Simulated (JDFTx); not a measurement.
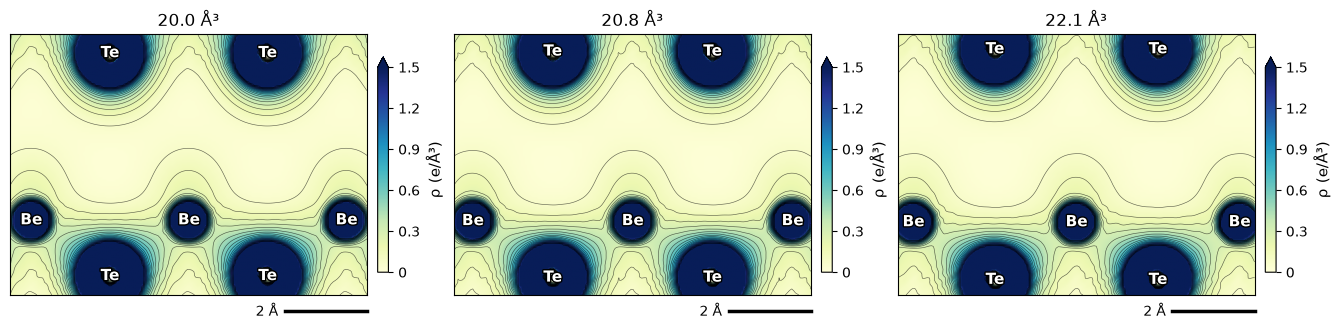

BeTe. The valence pseudo-density of cells scaled evenly to different volumes (given per atom above each panel), on the (101̄) plane of each (indices in the axes of the cell below), at one length scale and on one colour scale.

The calculation used Kohn-Sham DFT of a periodic cell, r2SCAN, SG15-PBE-1.2 (JDFTx 1.7.0 (patched build)).

Core electrons are replaced by pseudopotentials, and the valence fields are smoothed inside the atomic spheres.

The largest cell:

```xyz
2
Lattice="0.0000 2.8243 2.8243 2.8243 0.0000 2.8243 2.8243 2.8243 0.0000" Properties=species:S:1:pos:R:3 pbc="T T T"
Te    4.2365    4.2365    4.2365
Be    0.0000    0.0000    0.0000
```

| volume (Å³/atom) | Be–Te contact in the plane (Å) | ρ at its midpoint (e/Å³) | pressure (GPa) | gap on the mesh (eV) | 
| --- | --- | --- | --- | --- |
| 19.98 | 2.350 | 0.583 | 8.4 | 2.21 | 
| 20.83 | 2.383 | 0.557 | 4.8 | 2.32 | 
| 21.25 | 2.399 | ? | ? | ? | 
| 22.10 | 2.430 | 0.522 | 0.6 | 2.46 | 
| 22.53 | 2.446 | 0.511 | −0.6 | 2.50 | 

Question: Estimate the missing row, and compare with the calculation.

Answer: Over the known rows ln ρ falls by 1.38 per Å of Be–Te distance (a least-squares line), which gives 0.545 e/Å³ at 2.399 Å; the calculation gives 0.545 e/Å³. For the pressure, a straight line in volume between the neighbouring rows gives 3.4 GPa; the calculation gives 3.3. For the gap on the mesh, a straight line in volume between the neighbouring rows gives 2.37 eV; the calculation gives 2.37.
